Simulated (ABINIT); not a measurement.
Geometry relaxation, with input and output: Ag (part 2 of 3)

Ag (P6₃/mmc, 2 atoms in the cell); Kohn-Sham DFT of a periodic cell, PBE, JTH PAW PBE v2.0, no spin polarisation (ABINIT 10.8.3); cutoff 462.59 eV, 8×8×4 k-mesh, fermi-dirac of 0.05 eV. The structure derives from an entry of the Crystallography Open Database.

Geometry of the input (Å; fractional positions):
```
2.9300  0.0000  0.0000
-1.4650  2.5375  0.0000
0.0000  0.0000  4.7900
Ag 0.6667  0.3333  0.7500
Ag 0.3333  0.6667  0.2500
```

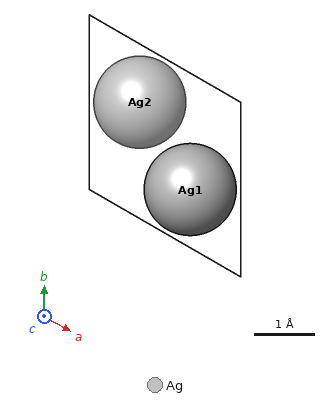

The starting structure (spheres-only view of the cell of the calculation, along the c axis; atoms are numbered from 1 in the order of the input).

### Log, continued
```
     iter   Etot(hartree)      deltaE(h)  residm     nres2
 ETOT  1  -76.440750290343    -7.644E+01 1.476E-06 1.778E-01
 ETOT  2  -76.440418900690     3.314E-04 1.343E-06 4.771E-02
 ETOT  3  -76.440260182636     1.587E-04 8.447E-06 1.723E-03
 ETOT  4  -76.440255372157     4.810E-06 1.670E-07 1.395E-04
 ETOT  5  -76.440255107751     2.644E-07 1.250E-08 4.363E-06
 ETOT  6  -76.440255120437    -1.269E-08 1.773E-09 2.572E-08
 ETOT  7  -76.440255120513    -7.540E-11 3.364E-10 3.740E-09
 ETOT  8  -76.440255120522    -9.010E-12 3.672E-10 3.599E-11

 At SCF step    8       nres2   =  3.60E-11 < tolvrs=  1.00E-10 =>converged.

 Cartesian components of stress tensor (hartree/bohr^3)
  sigma(1 1)= -2.22426963E-06  sigma(3 2)=  0.00000000E+00
  sigma(2 2)= -2.22426990E-06  sigma(3 1)=  0.00000000E+00
  sigma(3 3)=  2.38135555E-05  sigma(2 1)=  0.00000000E+00

--- !ResultsGS
iteration_state: {dtset: 1, itime: 3, icycle: 1, }
comment   : Summary of ground state results
lattice_vectors:
- [  5.5730776,   0.0000000,   0.0000000, ]
- [ -2.7865388,   4.8264268,   0.0000000, ]
- [  0.0000000,   0.0000000,   9.0430373, ]
lattice_lengths: [   5.57308,    5.57308,    9.04304, ]
lattice_angles: [ 90.000,  90.000, 120.000, ] # degrees, (23, 13, 12)
lattice_volume:   2.4324008E+02
convergence: {deltae: -9.010E-12, res2:  3.599E-11, residm:  3.672E-10, diffor: null, }
etotal    :  -7.64402551E+01
entropy   :   0.00000000E+00
fermie    :   1.17790058E-01
cartesian_stress_tensor: # hartree/bohr^3
- [ -2.22426963E-06,   0.00000000E+00,   0.00000000E+00, ]
- [  0.00000000E+00,  -2.22426990E-06,   0.00000000E+00, ]
- [  0.00000000E+00,   0.00000000E+00,   2.38135555E-05, ]
pressure_GPa:  -1.8991E-01
xred      :
- [  6.6667E-01,   3.3333E-01,   7.5000E-01, Ag]
- [  3.3333E-01,   6.6667E-01,   2.5000E-01, Ag]
cartesian_forces: # hartree/bohr
- [ -9.05910545E-30,  -1.22039796E-29,   1.16312086E-31, ]
- [  9.05910545E-30,   1.22039796E-29,  -1.16312086E-31, ]
force_length_stats: {min:   1.51992775E-29, max:   1.51992775E-29, mean:   1.51992775E-29, }
...

 Integrated electronic density in atomic spheres:
 ------------------------------------------------
 Atom  Sphere_radius  Integrated_density
    1        2.51516          9.76303121
    2        2.51516          9.76303121

---OUTPUT-----------------------------------------------------------------------

 Cartesian coordinates (xcart) [bohr]
  2.78653881539048E+00  1.60880893518039E+00  6.78227799902660E+00
  2.53643207860664E-16  3.21761787036078E+00  2.26075933300887E+00
 Reduced coordinates (xred)
  6.66666666666667E-01  3.33333333333333E-01  7.50000000000000E-01
  3.33333333333333E-01  6.66666666666667E-01  2.50000000000000E-01
 Cartesian forces (fcart) [Ha/bohr]; max,rms= 1.22040E-29 8.77531E-30 (free atoms)
 -9.05910544925782E-30 -1.22039795960187E-29  1.16312086489853E-31
  9.05910544925782E-30  1.22039795960187E-29 -1.16312086489853E-31
 Gradient of E wrt nuclear positions in reduced coordinates (gred)
  5.04870979341447E-29  3.36580652894298E-29 -1.05181454029468E-30
 -5.04870979341448E-29 -3.36580652894298E-29  1.05181454029468E-30
 Scale of Primitive Cell (acell) [bohr]
  5.57307763078097E+00  5.57307763080007E+00  9.04303733203547E+00
 Real space primitive translations (rprimd) [bohr]
  5.57307763078097E+00  0.00000000000000E+00  0.00000000000000E+00
 -2.78653881539048E+00  4.82642680554117E+00  0.00000000000000E+00
  0.00000000000000E+00  0.00000000000000E+00  9.04303733203547E+00
 Unitary Cell Volume (ucvol) [Bohr^3]=  2.43240081762534E+02
 Angles (23,13,12)= [degrees]
  9.00000000000000E+01  9.00000000000000E+01  1.19999999999887E+02
 Lengths [Bohr]
  5.57307763078097E+00  5.57307763080007E+00  9.04303733203547E+00
 Stress tensor in cartesian coordinates (strten) [Ha/bohr^3]
 -2.22426962644476E-06  0.00000000000000E+00  0.00000000000000E+00
  0.00000000000000E+00 -2.22426990125965E-06  0.00000000000000E+00
  0.00000000000000E+00  0.00000000000000E+00  2.38135555375163E-05
 Total energy (etotal) [Ha]= -7.64402551205218E+01

 Difference of energy with previous step (new-old):
           Absolute (Ha)=-4.93000E-05
           Relative     =-6.44948E-07

--- Iteration: ( 4/50) Internal Cycle: (1/1)
--------------------------------------------------------------------------------

---SELF-CONSISTENT-FIELD CONVERGENCE--------------------------------------------

--- !BeginCycle
iteration_state: {dtset: 1, itime: 4, icycle: 1, }
solver: {iscf: 17, nstep: 80, nline: 4, wfoptalg: 10, }
tolerances: {tolvrs: 1.00E-10, }
...

     iter   Etot(hartree)      deltaE(h)  residm     nres2
 ETOT  1  -76.440274641603    -7.644E+01 4.386E-07 3.837E-03
 ETOT  2  -76.440263070990     1.157E-05 2.346E-08 6.737E-04
 ETOT  3  -76.440260726021     2.345E-06 1.761E-07 7.811E-05
 ETOT  4  -76.440260352949     3.731E-07 1.233E-08 2.134E-06
 ETOT  5  -76.440260346084     6.865E-09 6.144E-10 2.247E-07
 ETOT  6  -76.440260346272    -1.875E-10 2.949E-10 1.109E-09
 ETOT  7  -76.440260346275    -3.013E-12 1.783E-10 1.770E-10
 ETOT  8  -76.440260346273     1.151E-12 8.710E-11 7.658E-13

 At SCF step    8       nres2   =  7.66E-13 < tolvrs=  1.00E-10 =>converged.

 Cartesian components of stress tensor (hartree/bohr^3)
  sigma(1 1)=  1.45995113E-06  sigma(3 2)=  0.00000000E+00
  sigma(2 2)=  1.45995086E-06  sigma(3 1)=  0.00000000E+00
  sigma(3 3)=  2.34756361E-05  sigma(2 1)=  0.00000000E+00

--- !ResultsGS
iteration_state: {dtset: 1, itime: 4, icycle: 1, }
comment   : Summary of ground state results
lattice_vectors:
- [  5.5781343,   0.0000000,   0.0000000, ]
- [ -2.7890672,   4.8308060,   0.0000000, ]
- [  0.0000000,   0.0000000,   9.0345497, ]
lattice_lengths: [   5.57813,    5.57813,    9.03455, ]
lattice_angles: [ 90.000,  90.000, 120.000, ] # degrees, (23, 13, 12)
lattice_volume:   2.4345297E+02
convergence: {deltae:  1.151E-12, res2:  7.658E-13, residm:  8.710E-11, diffor: null, }
etotal    :  -7.64402603E+01
entropy   :   0.00000000E+00
fermie    :   1.17390862E-01
cartesian_stress_tensor: # hartree/bohr^3
- [  1.45995113E-06,   0.00000000E+00,   0.00000000E+00, ]
- [  0.00000000E+00,   1.45995086E-06,   0.00000000E+00, ]
- [  0.00000000E+00,   0.00000000E+00,   2.34756361E-05, ]
pressure_GPa:  -2.5886E-01
xred      :
- [  6.6667E-01,   3.3333E-01,   7.5000E-01, Ag]
- [  3.3333E-01,   6.6667E-01,   2.5000E-01, Ag]
cartesian_forces: # hartree/bohr
- [ -1.81017864E-29,  -2.43858330E-29,  -1.45526697E-31, ]
- [  1.81017864E-29,   2.43858330E-29,   1.45526697E-31, ]
force_length_stats: {min:   3.03704577E-29, max:   3.03704577E-29, mean:   3.03704577E-29, }
...

 Integrated electronic density in atomic spheres:
 ------------------------------------------------
 Atom  Sphere_radius  Integrated_density
    1        2.51516          9.76344207
    2        2.51516          9.76344207

---OUTPUT-----------------------------------------------------------------------

 Cartesian coordinates (xcart) [bohr]
  2.78906715173597E+00  1.61026867085006E+00  6.77591225429235E+00
  1.05239202280676E-16  3.22053734170013E+00  2.25863741809745E+00
 Reduced coordinates (xred)
  6.66666666666667E-01  3.33333333333333E-01  7.50000000000000E-01
  3.33333333333333E-01  6.66666666666667E-01  2.50000000000000E-01
 Cartesian forces (fcart) [Ha/bohr]; max,rms= 2.43858E-29 1.75344E-29 (free atoms)
 -1.81017864351959E-29 -2.43858329659600E-29 -1.45526697294761E-31
  1.81017864351959E-29  2.43858329659600E-29  1.45526697294761E-31
 Gradient of E wrt nuclear positions in reduced coordinates (gred)
  1.00974195868290E-28  6.73161305788597E-29  1.31476817536835E-30
 -1.00974195868290E-28 -6.73161305788596E-29 -1.31476817536835E-30
 Scale of Primitive Cell (acell) [bohr]
  5.57813430347194E+00  5.57813430349106E+00  9.03454967238981E+00
 Real space primitive translations (rprimd) [bohr]
  5.57813430347194E+00  0.00000000000000E+00  0.00000000000000E+00
 -2.78906715173597E+00  4.83080601255019E+00  0.00000000000000E+00
  0.00000000000000E+00  0.00000000000000E+00  9.03454967238981E+00
 Unitary Cell Volume (ucvol) [Bohr^3]=  2.43452968627640E+02
 Angles (23,13,12)= [degrees]
  9.00000000000000E+01  9.00000000000000E+01  1.19999999999887E+02
 Lengths [Bohr]
  5.57813430347194E+00  5.57813430349106E+00  9.03454967238981E+00
 Stress tensor in cartesian coordinates (strten) [Ha/bohr^3]
  1.45995113182140E-06  0.00000000000000E+00  0.00000000000000E+00
  0.00000000000000E+00  1.45995085745060E-06  0.00000000000000E+00
  0.00000000000000E+00  0.00000000000000E+00  2.34756361308722E-05
 Total energy (etotal) [Ha]= -7.64402603462735E+01

 Difference of energy with previous step (new-old):
           Absolute (Ha)=-5.22575E-06
           Relative     =-6.83639E-08

--- Iteration: ( 5/50) Internal Cycle: (1/1)
--------------------------------------------------------------------------------

---SELF-CONSISTENT-FIELD CONVERGENCE--------------------------------------------

--- !BeginCycle
iteration_state: {dtset: 1, itime: 5, icycle: 1, }
solver: {iscf: 17, nstep: 80, nline: 4, wfoptalg: 10, }
tolerances: {tolvrs: 1.00E-10, }
...

     iter   Etot(hartree)      deltaE(h)  residm     nres2
 ETOT  1  -76.440420244886    -7.644E+01 2.938E-06 3.347E-02
 ETOT  2  -76.440295108117     1.251E-04 4.158E-08 3.884E-03
 ETOT  3  -76.440276829302     1.828E-05 8.919E-07 1.761E-04
 ETOT  4  -76.440276165678     6.636E-07 3.205E-08 1.305E-05
 ETOT  5  -76.440276157344     8.334E-09 2.958E-08 6.451E-07
 ETOT  6  -76.440276157114     2.298E-10 2.667E-09 1.191E-08
 ETOT  7  -76.440276157189    -7.472E-11 4.362E-09 8.565E-11

 At SCF step    7       nres2   =  8.57E-11 < tolvrs=  1.00E-10 =>converged.

 Cartesian components of stress tensor (hartree/bohr^3)
  sigma(1 1)=  6.15420022E-06  sigma(3 2)=  0.00000000E+00
  sigma(2 2)=  6.15419994E-06  sigma(3 1)=  0.00000000E+00
  sigma(3 3)=  1.66030095E-05  sigma(2 1)=  0.00000000E+00

--- !ResultsGS
iteration_state: {dtset: 1, itime: 5, icycle: 1, }
comment   : Summary of ground state results
lattice_vectors:
- [  5.5916741,   0.0000000,   0.0000000, ]
- [ -2.7958370,   4.8425318,   0.0000000, ]
- [  0.0000000,   0.0000000,   8.9963877, ]
lattice_lengths: [   5.59167,    5.59167,    8.99639, ]
lattice_angles: [ 90.000,  90.000, 120.000, ] # degrees, (23, 13, 12)
lattice_volume:   2.4360292E+02
convergence: {deltae: -7.472E-11, res2:  8.565E-11, residm:  4.362E-09, diffor: null, }
etotal    :  -7.64402762E+01
entropy   :   0.00000000E+00
fermie    :   1.16854529E-01
cartesian_stress_tensor: # hartree/bohr^3
- [  6.15420022E-06,   0.00000000E+00,   0.00000000E+00, ]
- [  0.00000000E+00,   6.15419994E-06,   0.00000000E+00, ]
- [  0.00000000E+00,   0.00000000E+00,   1.66030095E-05, ]
pressure_GPa:  -2.8353E-01
xred      :
- [  6.6667E-01,   3.3333E-01,   7.5000E-01, Ag]
- [  3.3333E-01,   6.6667E-01,   2.5000E-01, Ag]
cartesian_forces: # hartree/bohr
- [  1.80579545E-29,   5.90793343E-29,   2.92288021E-31, ]
- [ -1.80579545E-29,  -5.90793343E-29,  -2.92288021E-31, ]
force_length_stats: {min:   6.17781749E-29, max:   6.17781749E-29, mean:   6.17781749E-29, }
...

 Integrated electronic density in atomic spheres:
 ------------------------------------------------
 Atom  Sphere_radius  Integrated_density
    1        2.51516          9.76066990
    2        2.51516          9.76066990

---OUTPUT-----------------------------------------------------------------------

 Cartesian coordinates (xcart) [bohr]
  2.79583703673016E+00  1.61417726577386E+00  6.74729075176859E+00
  3.02221896797165E-17  3.22835453154772E+00  2.24909691725620E+00
 Reduced coordinates (xred)
  6.66666666666667E-01  3.33333333333333E-01  7.50000000000000E-01
  3.33333333333333E-01  6.66666666666667E-01  2.50000000000000E-01
 Cartesian forces (fcart) [Ha/bohr]; max,rms= 5.90793E-29 3.56676E-29 (free atoms)
  1.80579544769145E-29  5.90793343098733E-29  2.92288021312197E-31
 -1.80579544769145E-29 -5.90793343098733E-29 -2.92288021312197E-31
 Gradient of E wrt nuclear positions in reduced coordinates (gred)
 -1.00974195868289E-28 -2.35606457026009E-28 -2.62953635073671E-30
  1.00974195868289E-28  2.35606457026009E-28  2.62953635073671E-30
 Scale of Primitive Cell (acell) [bohr]
  5.59167407346033E+00  5.59167407347949E+00  8.99638766902480E+00
 Real space primitive translations (rprimd) [bohr]
  5.59167407346033E+00  0.00000000000000E+00  0.00000000000000E+00
 -2.79583703673016E+00  4.84253179732158E+00  0.00000000000000E+00
  0.00000000000000E+00  0.00000000000000E+00  8.99638766902480E+00
 Unitary Cell Volume (ucvol) [Bohr^3]=  2.43602921318295E+02
 Angles (23,13,12)= [degrees]
  9.00000000000000E+01  9.00000000000000E+01  1.19999999999887E+02
 Lengths [Bohr]
  5.59167407346033E+00  5.59167407347949E+00  8.99638766902480E+00
 Stress tensor in cartesian coordinates (strten) [Ha/bohr^3]
  6.15420021706989E-06  0.00000000000000E+00  0.00000000000000E+00
  0.00000000000000E+00  6.15419994298705E-06  0.00000000000000E+00
  0.00000000000000E+00  0.00000000000000E+00  1.66030095138589E-05
 Total energy (etotal) [Ha]= -7.64402761571890E+01

 Difference of energy with previous step (new-old):
           Absolute (Ha)=-1.58109E-05
           Relative     =-2.06840E-07

--- Iteration: ( 6/50) Internal Cycle: (1/1)
--------------------------------------------------------------------------------

---SELF-CONSISTENT-FIELD CONVERGENCE--------------------------------------------

--- !BeginCycle
iteration_state: {dtset: 1, itime: 6, icycle: 1, }
solver: {iscf: 17, nstep: 80, nline: 4, wfoptalg: 10, }
tolerances: {tolvrs: 1.00E-10, }
...

     iter   Etot(hartree)      deltaE(h)  residm     nres2
 ETOT  1  -76.440383016987    -7.644E+01 1.266E-04 2.381E-02
 ETOT  2  -76.440298666733     8.435E-05 3.960E-08 3.151E-03
 ETOT  3  -76.440286368783     1.230E-05 5.187E-07 4.053E-04
 ETOT  4  -76.440284487194     1.882E-06 2.376E-07 9.877E-06
 ETOT  5  -76.440284474104     1.309E-08 1.813E-09 1.352E-06
 ETOT  6  -76.440284474563    -4.592E-10 1.400E-09 7.085E-09
 ETOT  7  -76.440284474600    -3.683E-11 1.587E-11 4.739E-10
 ETOT  8  -76.440284474598     1.833E-12 6.099E-11 4.580E-12

 At SCF step    8       nres2   =  4.58E-12 < tolvrs=  1.00E-10 =>converged.

 Cartesian components of stress tensor (hartree/bohr^3)
  sigma(1 1)=  4.11771622E-06  sigma(3 2)=  0.00000000E+00
  sigma(2 2)=  4.11771594E-06  sigma(3 1)=  0.00000000E+00
  sigma(3 3)=  7.89997631E-06  sigma(2 1)=  0.00000000E+00

--- !ResultsGS
iteration_state: {dtset: 1, itime: 6, icycle: 1, }
comment   : Summary of ground state results
lattice_vectors:
- [  5.5992959,   0.0000000,   0.0000000, ]
- [ -2.7996480,   4.8491325,   0.0000000, ]
- [  0.0000000,   0.0000000,   8.9607875, ]
lattice_lengths: [   5.59930,    5.59930,    8.96079, ]
lattice_angles: [ 90.000,  90.000, 120.000, ] # degrees, (23, 13, 12)
lattice_volume:   2.4330086E+02
convergence: {deltae:  1.833E-12, res2:  4.580E-12, residm:  6.099E-11, diffor: null, }
etotal    :  -7.64402845E+01
entropy   :   0.00000000E+00
fermie    :   1.17081716E-01
cartesian_stress_tensor: # hartree/bohr^3
- [  4.11771622E-06,   0.00000000E+00,   0.00000000E+00, ]
- [  0.00000000E+00,   4.11771594E-06,   0.00000000E+00, ]
- [  0.00000000E+00,   0.00000000E+00,   7.89997631E-06, ]
pressure_GPa:  -1.5824E-01
xred      :
- [  6.6667E-01,   3.3333E-01,   7.5000E-01, Ag]
- [  3.3333E-01,   6.6667E-01,   2.5000E-01, Ag]
cartesian_forces: # hartree/bohr
- [ -6.01112457E-30,  -3.47052439E-30,  -0.00000000E+00, ]
- [  6.01112457E-30,   3.47052439E-30,  -0.00000000E+00, ]
force_length_stats: {min:   6.94104878E-30, max:   6.94104878E-30, mean:   6.94104878E-30, }
...

 Integrated electronic density in atomic spheres:
 ------------------------------------------------
 Atom  Sphere_radius  Integrated_density
    1        2.51516          9.76579561
    2        2.51516          9.76579561

---OUTPUT-----------------------------------------------------------------------
```
